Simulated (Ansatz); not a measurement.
# Single-point calculation, with input and output: ZnAu

- system: ZnAu (Pm-3m, 2 atoms in the cell)
- method: DFT PBEsol, scalar-relativistic, plane waves, PAW, no spin polarisation (Ansatz 0.2.0)

The structure derives from an entry of the Crystallography Open Database.

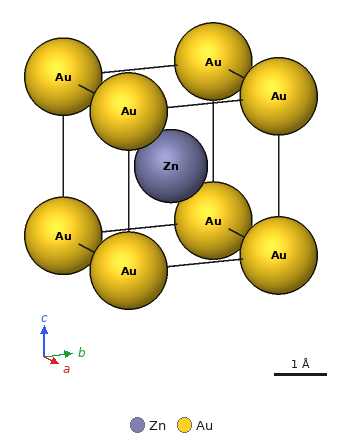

**Figure 1.** The structure as given in the input (spheres-only view of the cell of the calculation, seen slightly off an axis).

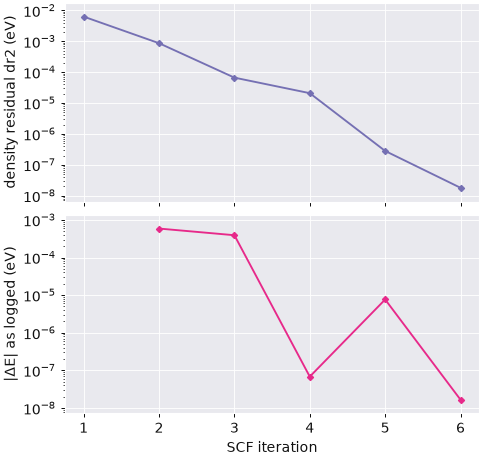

**Figure 2.** Convergence of the self-consistent field: density residual dr2 and size of the energy change against the SCF iteration. The residual falls at every step.

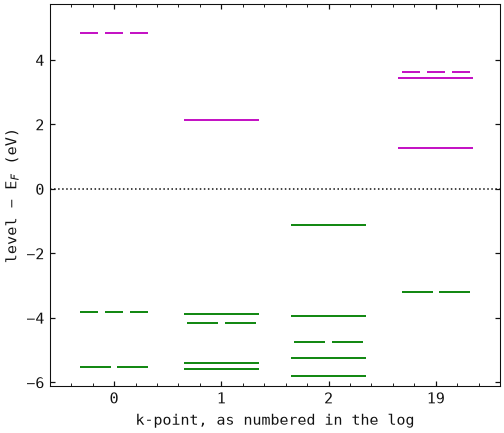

**Figure 3.** Kohn–Sham levels near the Fermi level (dotted) at the few k-points that the log prints; levels within 0.02 eV of each other stand side by side. The system is metallic on the full mesh.

These pictures come from the run below.

Input file:
```yaml
crystal:
  lattice:
    - [3.147, 0.0, 0.0]
    - [0.0, 3.147, 0.0]
    - [0.0, 0.0, 3.147]
  atoms:
    - { symbol: Zn, position: [0.5, 0.5, 0.5] }
    - { symbol: Au, position: [0.0, 0.0, 0.0] }
basis:
  ecutwfc: 420
kpoints:
  mp_grid: { grid: [6, 6, 6] }
hamiltonian:
  xc: pbesol
scf:
  occupations: { method: gaussian, width: 0.1 }
output:
  forces: true
  stress: true
  eigenvalues: true
```

Launch command:
```bash
ansatz run input.yaml --threads 1 --pin off --max-ram 1331MiB --backend cpu --events-out ev --progress --plain --runs-dir out
```

Output:
```
Engine: ansatz 0.2.0, x86_64-unknown-linux-gnu
Pseudopotentials: kind: paw
Pseudopotential: Zn, paw, valence charge 12, recommended cutoff 420 eV (normal), Zn.paw.azcp
Pseudopotential: Au, paw, valence charge 19, recommended cutoff 420 eV (normal), Au.paw.azcp
Functional definition: PBEsol
  exchange = pbesol_x
  correlation = pbesol_c
Crystal: 2 atoms, lattice volume = 31.167 Å³
Basis set: ecut = 420 eV, 619 PW (Γ), exchange–correlation on 48×48×48 points (8 copies of the dense FFT grid, shifted against one another)
Bands: 20, of which v1, the nominal top of the filled ones, is band 16 counted from 1 (15 counted from 0)
Symmetry: 48 space group operations
Space group: Pm-3m (ITA 221), of the structure as read, at distance tolerance 3.1e-5 Å
k-points: 20 of 216
Non-local potential: Zn, projectors of the file, l = 0: 2, l = 1: 2, l = 2: 3, l = 3: 1
Non-local potential: Au, projectors of the file, l = 0: 3, l = 1: 2, l = 2: 2, l = 3: 1
PAW form: soft (Blöchl's): semilocal exchange-correlation on the pseudo side does not see the compensation charge
PAW frozen core: Zn, regenerated for the run's functional, and the local potential with it (the file was generated under x = pbe(κ = 0.804, μ = 0.2195149727645171), c = pbe(β = 0.06672455060314922))
PAW frozen core: Au, regenerated for the run's functional, and the local potential with it (the file was generated under x = pbe(κ = 0.804, μ = 0.2195149727645171), c = pbe(β = 0.06672455060314922))
PAW one-centre angular grid: Zn, 590 points (default); XC on 64 Gauss nodes
PAW one-centre angular grid: Au, 590 points (default); XC on 64 Gauss nodes
Initial density: superposition of atomic densities (neutral atoms: chi_scale 0, normalization atom), corrected by the library's trained network
Initial wavefunctions: pseudopotential atomic-orbital guess
Functional: x = pbesol(κ = 0.804, μ = 0.12345679012345678), c = pbesol(β = 0.046)
SCF iter   1: F=—  HF=-16288.407584 eV  |F-HF|=—  |Δ(HF+E_count)|=         —  Δρ=5.51e-3  dr2=6.31e-3  ethr=1.77e-3  ⟨swp⟩=5.1  Hψ=1669  notcnv=0
preconditioner: auto → none  [insulator: Δε(μ)=0.598 eV  Ē_g=12.603 eV  σ=0.100 eV  W_gap=0.66  n_scr=6 (ndim 8)  ℏωp=31.9 eV  f_vac=0.000  D(μ)=2.04/eV (n_scr^D=18)  ε∞_Penn≈7.4]
SCF iter   2: F=—  HF=-16288.406996 eV  |F-HF|=—  |Δ(HF+E_count)|=   5.88e-4  Δρ=2.01e-3  dr2=8.68e-4  ethr=2.03e-5  ⟨swp⟩=2.0  Hψ=800  notcnv=0  defer=2
SCF iter   3: F=—  HF=-16288.406605 eV  |F-HF|=—  |Δ(HF+E_count)|=   3.91e-4  Δρ=9.03e-4  dr2=6.66e-5  ethr=2.80e-6  ⟨swp⟩=2.0  Hψ=610  notcnv=0  defer=2
SCF iter   4: F=—  HF=-16288.406605 eV  |F-HF|=—  |Δ(HF+E_count)|=   6.83e-8  Δρ=2.70e-4  dr2=2.09e-5  ethr=2.15e-7  ⟨swp⟩=2.0  Hψ=657  notcnv=0  defer=2
SCF iter   5: F=—  HF=-16288.406597 eV  |F-HF|=—  |Δ(HF+E_count)|=   7.66e-6  Δρ=3.82e-5  dr2=2.81e-7  ethr=6.75e-8  ⟨swp⟩=2.0  Hψ=602  notcnv=0  defer=2
SCF iter   6: F=-16288.406597 eV  HF=-16288.406597 eV  |F-HF|=2.86e-9  |Δ(HF+E_count)|=   1.66e-8  Δρ=1.18e-5  dr2=1.80e-8  ethr=3.23e-10  ⟨swp⟩=5.8  Hψ=1747  notcnv=0
SCF 1 converged in 6 iterations: F = -16288.406597 eV  dr2 = 1.80e-8
  greatest PAW one-centre occupation: 1.001 electrons in one spin orbital (limit 2), on the Au atom at site 1 (counted from 0), in its partial waves of l = 0
SCF converged after 6 iterations
Free energy (F): -16288.406597 eV
Harris-Foulkes:  -16288.406597 eV  (|F-HF|=2.86e-9)
Internal energy: -16288.396325 eV  (E = F + TS)
E sigma→0 (E₀):  -16288.401461 eV
Entropy (-TS):   -0.010272 eV (-5.136 meV/atom)
Fermi energy:    16.978661 eV
--- Per-component energies (eV) ---
  E_band       = -172.042271
  E_kinetic    = 736.173627
  E_local      = -3253.447452  (includes V_loc(G=0)·N_el)
  E_nonlocal   = 690.443253
  E_hartree    = 1370.633912
  E_xc         = -363.190698
  E_vxc        = -328.368541  (∫ρ·V_xc dr)
  E_paw        = -11355.400831  (= ΣΔE_a)
  E_vpaw       = -758.112742  (= ΣTr[D̂ρ^β])
  E_aug_tail   = 0.000950  (compensation charges beyond the density's cutoff)
  E_ewald      = -4114.715922
  E_core_change = 1.106834  (= ΣΔE_core)
  E_smearing   = -0.010272  (= −TS)
  E_closure    = -0.000000  (closes the sum)
  Σ components = -16288.406597   (vs F -16288.406597, Δ=0.00e0)
--- Forces (eV/Å), atoms counted from 1 ---
  atom   1  Zn     0.00000000    -0.00000000     0.00000000
  atom   2  Au    -0.00000000    -0.00000000    -0.00000000
  max |Σ_I F_I| component: 9.33e-30 eV/Å
--- Stress (GPa, compression-positive) ---
       -2.285459      -0.000000       0.000000
        0.000000      -2.285459       0.000000
        0.000000       0.000000      -2.285459
  P = ⅓ Tr σ = -2.2855 GPa (-22.855 kbar)
--- Band table (eV; the first three rows and the last of 20) ---
  k-point 0: bands = ["-89.3581", "-40.7257", "-40.7257", "-40.7257", "6.2115", "8.7812", "8.7812", "9.4858", "9.4858", "9.4858", "11.4601", "11.4601", "13.1505", "13.1505", "13.1505", "21.8167", "21.8167", "21.8167", "25.7086", "28.9459"]
  k-point 1: bands = ["-89.3579", "-40.7359", "-40.7250", "-40.7250", "6.6986", "8.8874", "8.9192", "9.4813", "9.4813", "9.5254", "11.3797", "11.5840", "12.8109", "12.8109", "13.1106", "19.1184", "22.7115", "22.7115", "26.8845", "28.4739"]
  k-point 2: bands = ["-89.3574", "-40.7563", "-40.7234", "-40.7234", "8.0151", "9.1293", "9.1850", "9.4795", "9.4795", "9.6075", "11.1896", "11.7382", "12.2203", "12.2203", "13.0278", "15.8524", "24.9679", "24.9679", "27.4767", "27.6244"]
  k-point 19: bands = ["-89.3552", "-40.7593", "-40.7593", "-40.7593", "9.2127", "9.2127", "9.2127", "9.8335", "9.8335", "10.4310", "10.4310", "10.4310", "13.7846", "13.7846", "18.2496", "20.4084", "20.5926", "20.5926", "20.5926", "22.7583"]
```

Summary:

```json
{"quantity": "outcome", "value": "converged"}
{"quantity": "space group (tolerance 0.01 Å)", "value": "Pm-3m (221)"}
{"quantity": "electrons treated", "value": "31"}
{"quantity": "free energy", "value": "−16288.4066 eV"}
{"quantity": "Fermi energy", "value": "16.979 eV"}
{"quantity": "gap on the k-point mesh", "value": "none (metallic)"}
{"quantity": "pressure", "value": "−2.29 GPa"}
{"quantity": "largest force (length of the vector)", "value": "under 0.001 eV/Å"}
{"quantity": "hardware", "value": "1 thread of an x86-64 CPU, shared host"}
{"quantity": "wall time", "value": "0.68 s"}
{"quantity": "peak memory", "value": "0.34 GiB"}
```

Remarks:

Spin–orbit coupling is left out, which matters for Au.
